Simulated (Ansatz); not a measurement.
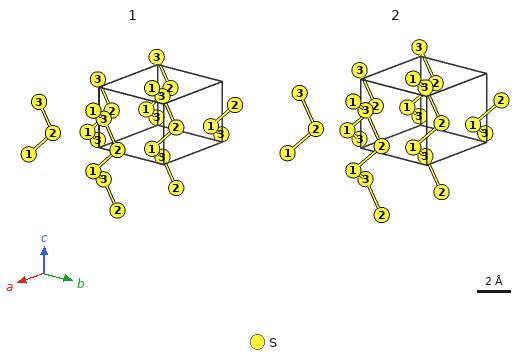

Two geometries of a crystal of S (built on the trigonal selenium_152 type) (coarse preliminary run), drawn at one scale. One is the start of a relaxation, the other its converged end. A ball-and-stick model of the cell of the calculation, repeated 2 × 1 × 1 with one cell outlined, seen from a free direction.

Computed with DFT PBEsol, scalar-relativistic, plane waves, PAW in Ansatz 0.2.0. Settings: plane-wave cutoff 420 eV; k-point mesh 6 × 6 × 4; occupations gaussian; smearing width 0.1 eV; no spin polarisation; cell and atoms relaxed; force threshold 0.04 eV/Å; at most 70 steps.

Question: Which geometry has the lower energy?

Answer: Structure 1 is the relaxed one. Case: trigonal selenium type (P3_121, No. 152). Over 5 accepted moves (6 points after the start) the energy falls by 496 meV per atom. Largest force component: 2.6 eV/Å at the start, 0.013 eV/Å at the end. The pressure goes from −12.56 to 0.06 GPa. At 1 point the geometry stayed and the basis and grid were re-selected for the new cell (energy shift of 0.1 meV per atom at most each time). The largest moves relative to the cell, 0.13 Å, are those of S1, S2 and S3. S2 goes along −b. Cell: a = b 4.419 → 4.337 Å (−1.9 %), c 5.013 → 4.408 Å (−12.1 %). Volume −15.3 %. Near-neighbour distances that change, for instance: S1–S2 2.402 → 2.078 Å. The space group stays P3_121 (No. 152). The run took of the order of 18 core-seconds on a shared host.
